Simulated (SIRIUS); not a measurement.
## Energy of GaN along an even scaling of the cell

System: GaN (2 atoms in the cell).
Method: Kohn-Sham DFT of a periodic cell, PBE, dojo-sr-pbe-0.4.1-standard, no spin polarisation (SIRIUS 7.10.0).

The 7 runs differ only in the geometry, by an even scaling of the cell at fixed fractional positions. The structure derives from a Materials Project entry.

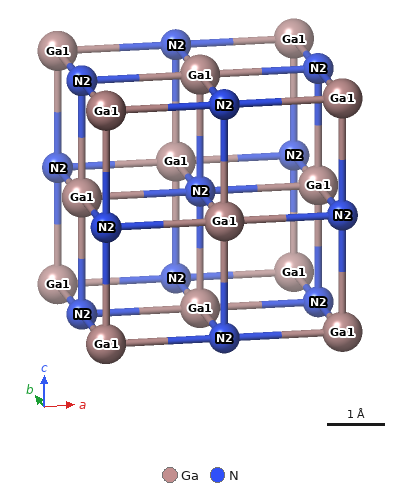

Figure 1. The structure of run 4 (ball-and-stick view of the cell 4 times as large as that of the calculation, set on its symmetry axes, seen slightly off an axis; atoms are numbered from 1 in the order of the input). An atom can appear more than once, as a periodic image.

### Input of run 4
```
{
  "control": {
    "processing_unit": "cpu",
    "verbosity": 2,
    "num_bands_to_print": 16,
    "print_forces": true,
    "print_stress": true
  },
  "parameters": {
    "electronic_structure_method": "pseudopotential",
    "xc_functionals": ["XC_GGA_X_PBE", "XC_GGA_C_PBE"],
    "gk_cutoff": 9.2,
    "pw_cutoff": 18.4,
    "ngridk": [11, 11, 11],
    "shiftk": [0, 0, 0],
    "smearing": "fermi_dirac",
    "smearing_width": 0.0018374661,
    "num_bands": 16,
    "num_mag_dims": 0,
    "num_dft_iter": 100,
    "energy_tol": 1e-08,
    "density_tol": 1e-06
  },
  "iterative_solver": {
    "type": "davidson",
    "min_tolerance": 1e-09,
    "tolerance_scale": [0.1, 0.25]
  },
  "mixer": {
    "type": "anderson",
    "beta": 0.7,
    "max_history": 8
  },
  "settings": {
    "tol_ne": 1e-10,
    "pseudo_grid_cutoff": 6.5
  },
  "unit_cell": {
    "lattice_vectors": [
      [0.0, 4.035009361715, 4.035009361715],
      [4.035009361715, 0.0, 4.035009361715],
      [4.035009361715, 4.035009361715, 0.0]
    ],
    "atom_coordinate_units": "lattice",
    "atom_types": ["Ga", "N"],
    "atom_files": {
      "N": "N.json",
      "Ga": "Ga.json"
    },
    "atoms": {
      "Ga": [
        [0.0, 0.0, 0.0]
      ],
      "N": [
        [0.5, 0.5, 0.5]
      ]
    }
  }
}
```

Command:
```bash
upf_to_json N.upf
upf_to_json Ga.upf
OMP_NUM_THREADS=1 sirius.scf --input=sirius.json --output=out.json --task=0
```

Run 5 differs from it as follows:
```diff
-      [0.0, 4.035009361715, 4.035009361715],
-      [4.035009361715, 0.0, 4.035009361715],
-      [4.035009361715, 4.035009361715, 0.0]
+      [0.0, 4.0617320567, 4.0617320567],
+      [4.0617320567, 0.0, 4.0617320567],
+      [4.0617320567, 4.0617320567, 0.0]
```

### Results, with one run withheld

| run | volume per atom (Å³) | free energy per atom, from the lowest run given (meV) | pressure (GPa) | gap on the mesh (eV) |
| --- | --- | --- | --- | --- |
| 1 | 9.151 | 25.04 | 14.74 | 0.96 |
| 2 | 9.346 | 10.54 | 9.19 | 0.82 |
| 3 | 9.540 | 2.42 | 4.24 | 0.69 |
| 4 | 9.735 | 0.00 | −0.19 | 0.56 |
| 5 | 9.930 | ? | ? | ? |
| 6 | 10.124 | 9.84 | −7.64 | 0.32 |
| 7 | 10.319 | 21.03 | −10.72 | 0.21 |

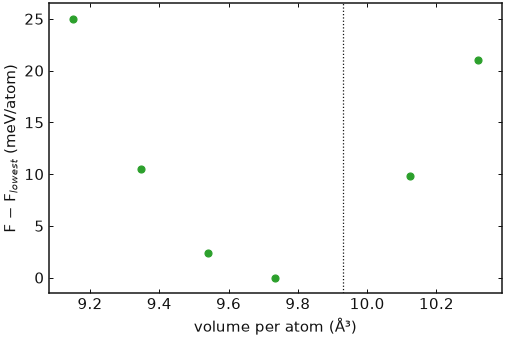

Figure 2. Free energy per atom of the runs given; the dotted line marks run 5.

What should run 5 give?

A cubic polynomial in V^(−2/3) (the Birch–Murnaghan form), fitted to the 6 runs given, misses them by at most 0.02 meV per atom. With x = V^(−2/3) − 0.22004 Å⁻², it reads F = 0.10397 + 343.91 x + 2.9786e+05 x² + 5.3659e+05 x³ (meV per atom). At run 5 it gives 2.67 meV per atom, and the run itself gives 2.66. The slope of the fit gives a pressure −dF/dV of −4.12 GPa there, and the run prints −4.13 GPa. The fit has its minimum at 9.727 Å³ per atom, where V d²F/dV² gives 209 GPa: the bulk modulus at this level, since symmetry fixes the shape and the positions. The gap on the mesh goes, without turning, from 0.96 eV in run 1 to 0.21 eV in run 7; run 5 has 0.44 eV. These are gaps of this functional on this mesh, which can miss the band edges; they aren't the measured gap.

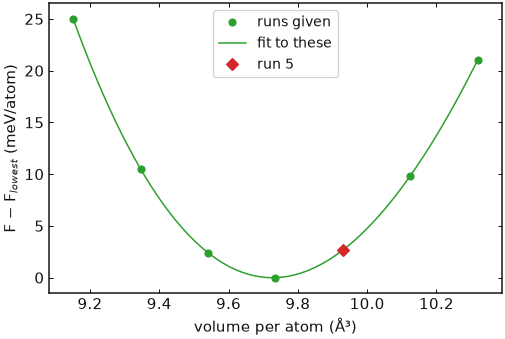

Figure 3. The fit and the withheld run.

### Some lines of the output (run 5)
```
[...]
[find] Free energy (E-TS)             :     -86.84526680 (Ha),    -173.69053360 (Ry)
[find] band gap (eV)                  :       0.44088237
[find] Efermi                         :       0.50223441
[find] Total energy                   :     -86.84526192 (Ha),    -173.69052383 (Ry)
[find] Free energy (E-TS)             :     -86.84526680 (Ha),    -173.69053361 (Ry)
[find] band gap (eV)                  :       0.44092324
[find] Efermi                         :       0.50223481
[find] Free energy (E-TS)             :     -86.84526681 (Ha),    -173.69053361 (Ry)
[find] band gap (eV)                  :       0.44069181
[find] Efermi                         :       0.50224186
[find] band gap (eV)                  :       0.44066402
[find] Efermi                         :       0.50224216
[find] band gap (eV)                  :       0.44067048
[find] Efermi                         :       0.50224199
```
